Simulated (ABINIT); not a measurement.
BN (P6_3/mmc): how ε∞ follows the gap

The empty bands of BN (P6_3/mmc) are shifted up rigidly by Δ, and ε∞ along x is computed for each shift. x, y and z are the Cartesian axes of the input cell.

Symmetry: P6_3/mmc, No. 194, hexagonal system. The conventional cell has a = 2.498 Å, b = 2.498 Å, c = 6.636 Å, α = 90.00°, β = 90.00°, γ = 120.00°. N on site d has 3 B at 1.44 Å as nearest neighbours. B on site c has 3 N at 1.44 Å as nearest neighbours.

Method: ABINIT 10.8.3, LDA, independent particles, k-mesh 15×15×5, Lorentzian half width 0.04 eV.

Launch of the response step: `optic optic.abi`. The series took 69 s in all, its band step included, on 4 threads of Intel(R) Xeon(R) Processor @ 2.70GHz, on a shared host.

```tsv
Δ (eV)	ε∞ along x
0.00	4.864
0.40	?
0.80	4.493
1.20	4.337
1.60	4.196
2.00	4.067
```

With one effective transition at E₀ and fixed dipole strength, ε∞ − 1 = A/(E₀ + Δ), so 1/(ε∞ − 1) is linear in Δ.

Working, on the rows shown:

| x = Δ (eV) | y = 1/(ε∞ − 1) |
| --- | --- |
| 0 | 0.258799 |
| 0.8 | 0.286287 |
| 1.2 | 0.29967 |
| 1.6 | 0.312891 |
| 2 | 0.326052 |

Means: x̄ = 1.12, ȳ = 0.29674. Σ(x − x̄)(y − ȳ) = 0.07962, Σ(x − x̄)² = 2.368. Slope = 0.07962 / 2.368 = 0.03362; intercept = ȳ − slope · x̄ = 0.25908. Turned back into ε∞ along x, the line misses the rows shown by at most 0.0042.

Question: Fill in the last column of the withheld row.

Answer: At x = 0.4 the line gives y = 0.27253, that is 4.669. The run gave 4.668, so the interpolation is off by 0.0013, 0.2 % of the range in the table.

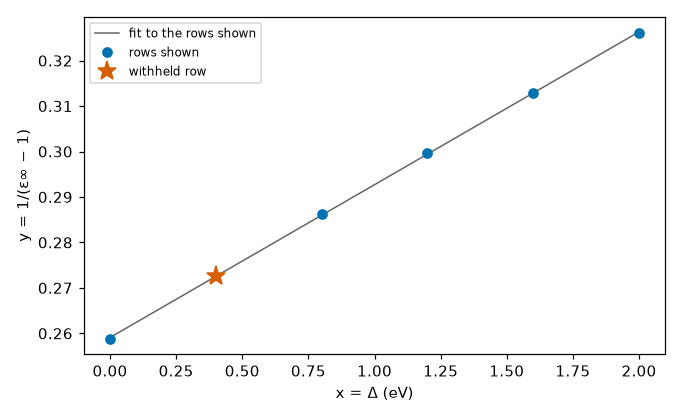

Refitted with all rows, the slope is 0.0336 and the intercept 0.25912. These give E₀ = intercept/slope = 7.7 eV, far above the least direct gap of 4.55 eV: most of the screening comes from transitions well over the edge. Over the first step ε∞ falls by 10 % per eV. The cell comes from an older database entry, whose edges can be off by a per cent or so. Excitons are left out and so are local fields; LDA gaps are as a rule too small. The values come from a sum over the points of one k-mesh and carry its error, which grows as the direct gap shrinks.

[Logs are printed without paths, hosts, clocks, repeated set-up lines and the standing remarks that a program may print on its own settings, such as how far it seeks lower states.]
